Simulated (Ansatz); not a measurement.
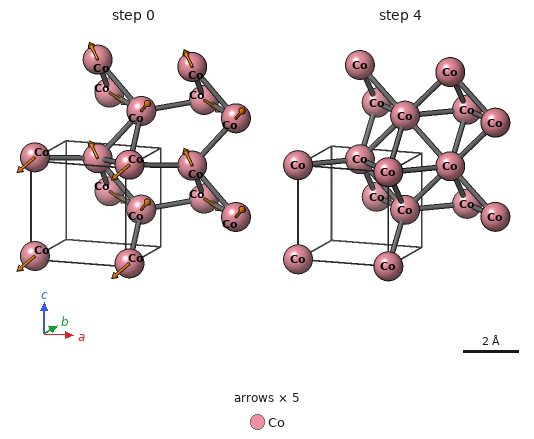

The structure of a crystal of Co (built on the N_198 type) (coarse preliminary run) before (left) and after (right) a relaxation, at one scale. The orange arrows give the displacements (the part carried along by the change of the cell is left out), 5 times their true length.

The picture is a ball-and-stick view of the cell of the calculation, repeated 2 × 1 × 2 with one cell outlined, seen slightly off an axis.

Case: N type (P2_13, No. 198).

Computed with DFT PBE, scalar-relativistic, plane waves, PAW (Ansatz 0.2.0). Settings: plane-wave cutoff 420 eV; k-point mesh 6 × 6 × 6; occupations gaussian; smearing width 0.1 eV; collinear spin; cell and atoms relaxed; force threshold 0.04 eV/Å; at most 70 steps.

Question: What changed between the two?

Answer: The largest moves relative to the cell, 0.18 Å, are those of Co atoms. The volume changes by −13.0 %, with a = b = c 3.694 → 3.526 Å (−4.5 %). Some distances before and after: Co–Co 2.782 → 2.494 Å, Co–Co 2.470 → 2.494 Å. Bond angles that change, for instance: Co–Co–Co 68.5° → 60.0°, Co–Co–Co 128.2° → 120.0°, Co–Co–Co 96.8° → 90.0°. The space group (tolerance 0.01 Å) goes from P2_13 (No. 198) to Fm-3m (No. 225). After 3 accepted moves (4 points after the start) the energy has fallen by 191 meV per atom. The largest force component goes from 0.39 to under 0.0001 eV/Å. The pressure goes from −17.18 to 0.10 GPa. At 1 point the geometry stayed and the basis and grid were re-selected for the new cell (energy shift of 1.5 meV per atom at most each time).
